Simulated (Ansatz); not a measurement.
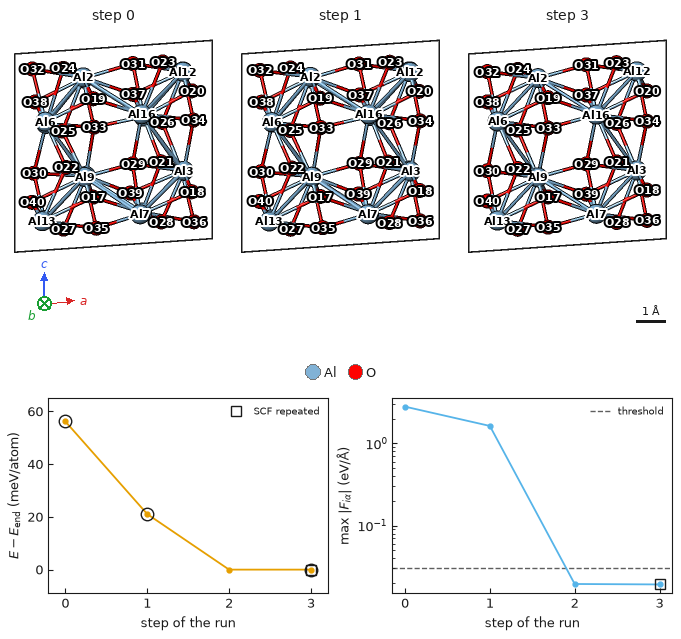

Frames of a relaxation of a crystal of Al$_{2}$O$_{3}$ (set up in P1), marked on the history of the run. A ball-and-stick model of the cell of the calculation, reduced to other axes, seen along the b axis. Lengths and directions refer to the drawn axes.

All numbers below come from DFT PBEsol, scalar-relativistic, plane waves, PAW in Ansatz 0.2.0. (plane-wave cutoff 420 eV; k-point mesh 2 × 2 × 2; occupations gaussian; smearing width 0.02 eV; mesh shifted by (0.5, 0.5, 0.5); no spin polarisation; atoms relaxed in a fixed cell; force threshold 0.03 eV/Å; at most 25 steps)

> Describe the path.

An Al atom moves most: 0.14 Å roughly along [−1 −1 1]. By element the largest moves are Al 0.14 Å, O 0.12 Å. The cell stays as it was. Near-neighbour distances that change, for instance: Al–O 2.023 → 1.863 Å, Al–O 1.836 → 1.973 Å, Al–O 1.997 → 1.861 Å, Al–Al 2.664 → 2.798 Å. Bond angles that change, for instance: Al–O–Al 84.9° → 93.7°, Al–O–Al 86.6° → 93.6°, Al–O–Al 139.2° → 132.3°. The space group (tolerance 0.01 Å) goes from P1 (No. 1) to R-3c (No. 167). After 2 accepted moves (3 points after the start) the energy has fallen by 56.2 meV per atom. Largest force component: 2.8 eV/Å at the start, 0.019 eV/Å at the end. 1 step only repeated the SCF at the same geometry. From step 0 to 1: an Al atom moves most (0.08 Å), energy −35.1 meV per atom. From step 1 to 3: an Al atom moves most (0.09 Å), energy −21.1 meV per atom.

```csv
step,"E − E(0), meV/atom","largest force component, eV/Å",note
0,0.00,2.8118,
1,-35.12,1.6363,
2,-56.20,0.0194,
3,-56.20,0.0192,"same geometry, SCF repeated"
```
